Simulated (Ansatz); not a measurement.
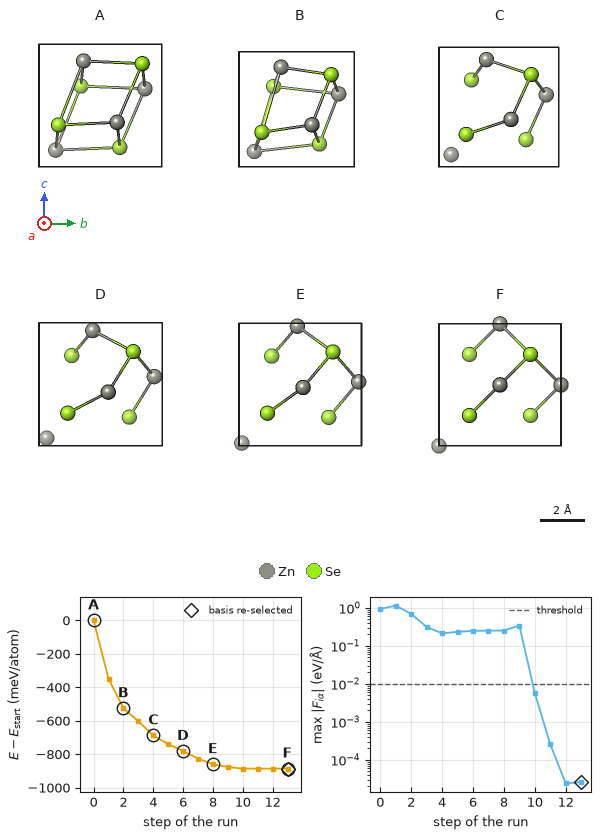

Frames of a relaxation of crystalline ZnSe (built on the FeSi-198 type type), marked on the history of the run. Style: ball-and-stick. Shown: the cell of the calculation, along the a axis.

All numbers below come from DFT, PBEsol, plane waves, PAW in Ansatz.

Input file:
```yaml
crystal:
  lattice:
    - [5.66488508, 0.0, 0.0]
    - [0.0, 5.66488508, 0.0]
    - [0.0, 0.0, 5.66488508]
  atoms:
    - { symbol: Zn, position: [0.86308769, 0.63691231, 0.36308769] }
    - { symbol: Zn, position: [0.63691231, 0.36308769, 0.86308769] }
    - { symbol: Zn, position: [0.36308769, 0.86308769, 0.63691231] }
    - { symbol: Zn, position: [0.13691231, 0.13691231, 0.13691231] }
    - { symbol: Se, position: [0.15869827, 0.34130173, 0.65869827] }
    - { symbol: Se, position: [0.34130173, 0.65869827, 0.15869827] }
    - { symbol: Se, position: [0.65869827, 0.15869827, 0.34130173] }
    - { symbol: Se, position: [0.84130173, 0.84130173, 0.84130173] }
kpoints:
  mp_grid: { grid: [4, 4, 4] }
hamiltonian:
  xc: pbesol
scf:
  occupations: { method: fermi_dirac, width: 0.03 }
relax:
  f_tol: 0.01
  cell: {}
  max_steps: 120
```

Launched with:
```bash
ansatz run input.yaml --threads 2 --pin off --max-ram 18432MiB --backend cpu --events-out ev --progress --plain --runs-dir out
```

Describe the path.

Over 12 accepted moves (13 points after the start) the energy falls by 885 meV per atom. The largest force component goes from 0.94 to under 0.0001 eV/Å. Pressure: −10.53 GPa at the start and 0.01 GPa at the end. The SCF was repeated once at an unchanged geometry on a basis and grid sized afresh for the cell, which shifted the energy by 0.1 meV per atom at most. The largest moves relative to the cell, 1.34 Å, are those of Zn1, Zn2, Zn3 and Zn4. Zn4 goes along [−1 −1 −1]. By element the largest moves are Zn 1.34 Å, Se 0.89 Å. Cell: a = b = c 5.665 → 5.633 Å (−0.6 %). Volume −1.7 %. Some distances before and after: Zn1–Se6 3.177 → 4.671 Å, Zn1–Se6 (another image) 2.949 → 2.439 Å, Zn1–Se5 2.900 → 2.439 Å. Bond angles that change, for instance: Zn2–Se5–Zn3 72.2° → 109.5°, Se5–Zn1–Se6 73.8° → 109.5°, Zn1–Se5–Zn2 137.1° → 109.5°. The space group (tolerance 0.01 Å) goes from P2_13 (No. 198) to F-43m (No. 216). The run took 66 s on 2 threads of AMD EPYC 7R13 Processor (Zen 3), with other jobs on the host, peak memory 0.67 GiB. From step 0 to 2: Se atoms move most (0.37 Å), volume −17.5 %, energy −525 meV per atom. From step 2 to 4: Zn atoms move most (0.30 Å), volume +12.0 %, energy −162 meV per atom. From step 4 to 6: Zn atoms move most (0.39 Å), volume +9.1 %, energy −93.0 meV per atom. From step 6 to 8: Zn atoms move most (0.39 Å), volume −1.5 %, energy −79.0 meV per atom. From step 8 to 13: Zn atoms move most (0.23 Å), volume −1.1 %, energy −26.1 meV per atom.

| step | E − E(0), meV/atom | largest force component, eV/Å | pressure, GPa | volume, Å³/atom | note |
| --- | --- | --- | --- | --- | --- |
| 0 | 0.00 | 0.9369 | -10.53 | 22.724 |  |
| 1 | -348.30 | 1.1484 | -5.50 | 19.756 |  |
| 2 | -524.86 | 0.7011 | 0.79 | 18.757 |  |
| 3 | -602.73 | 0.3147 | 3.19 | 19.319 |  |
| 4 | -687.21 | 0.2147 | 3.08 | 21.008 |  |
| 5 | -739.77 | 0.2340 | 0.72 | 22.380 |  |
| 6 | -780.25 | 0.2497 | -0.89 | 22.928 |  |
| 7 | -825.43 | 0.2521 | -1.36 | 22.726 |  |
| 8 | -859.25 | 0.2534 | -1.36 | 22.593 |  |
| 9 | -875.88 | 0.3438 | 0.40 | 22.223 |  |
| 10 | -885.43 | 0.0057 | -0.21 | 22.414 |  |
| 11 | -885.50 | 0.0003 | 0.05 | 22.325 |  |
| 12 | -885.50 | 0.0000 | 0.00 | 22.343 |  |
| 13 | -885.37 | 0.0000 | 0.01 | 22.343 | same geometry, new basis |
